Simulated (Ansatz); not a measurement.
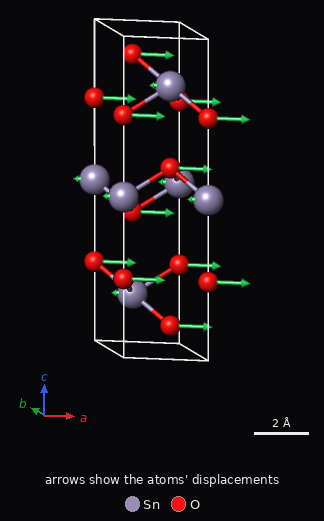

One vibrational mode of a crystal of SnO$_{2}$ at the zone centre. The green arrows give the relative displacements of the atoms. The picture is a ball-and-stick view of the conventional cell (3 times the calculation's cell), seen slightly off an axis. Lengths and directions refer to the drawn axes.

These are results of Ansatz, DFT LDA, scalar-relativistic, plane waves, PAW, not measurements. (plane-wave cutoff 420 eV; k-point mesh 12 × 12 × 12; occupations gaussian; smearing width 0.05 eV; no spin polarisation)

Frequencies are those without the non-analytic (LO–TO) term.

Question: What mode is this, and where does it lie in the spectrum?

Answer: This is the E_u mode (doubly degenerate; one member of the set is drawn) at 412 cm⁻¹, optical level 2 of 4, counted from below, infrared-active by symmetry. The O sublattice moves against the Sn sublattice, along a; it stretches the shortest O–Sn bonds (2.09 Å); the kinetic energy is shared as O 79 %, Sn 21 %.
